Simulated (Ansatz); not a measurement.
```yaml
crystal:
  lattice:
    - [2.78884, 0.00000, 0.00000]
    - [0.00000, 2.78884, 0.00000]
    - [0.00000, 0.00000, 2.78884]
  atoms:
    - { symbol: Fe, position: [0.00000, 0.00000, 0.00000] }
    - { symbol: Fe, position: [0.50000, 0.50000, 0.50000] }
```

Space group Im-3m; spin-polarised.

The calculation used Ansatz, Kohn-Sham DFT of a periodic cell, PBEsol, Ansatz PAW.

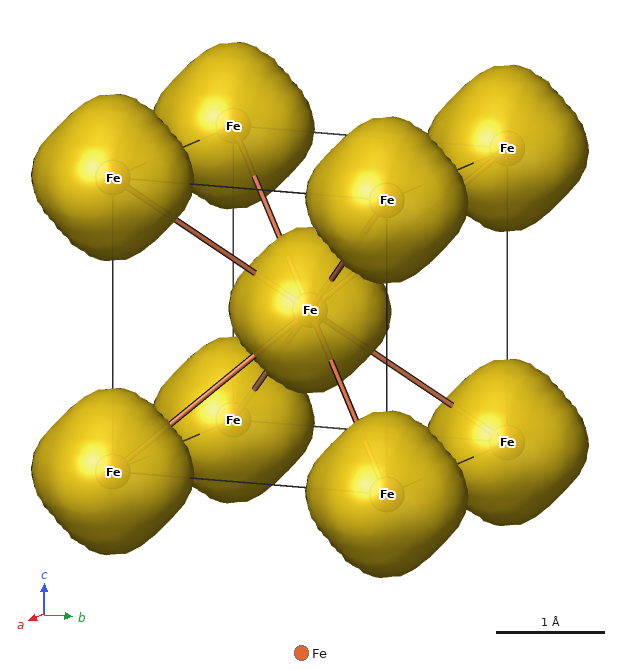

Fe. Isosurfaces of the spin density (up minus down) at +0.3 (yellow) and −0.3 e/Å³ (cyan), seen slightly off an axis. Sticks mark near contacts.

**Where is the spin, and how is it ordered?**

The spin density sits on Fe: +2.2 μB (×2) in one cell of 2 atoms: parallel moments, as they must be, since the calculation's own cell holds one magnetic site. The cell of the calculation (1 atoms) carries 2.1 μB of net spin moment. Only one sign reaches the isovalue.
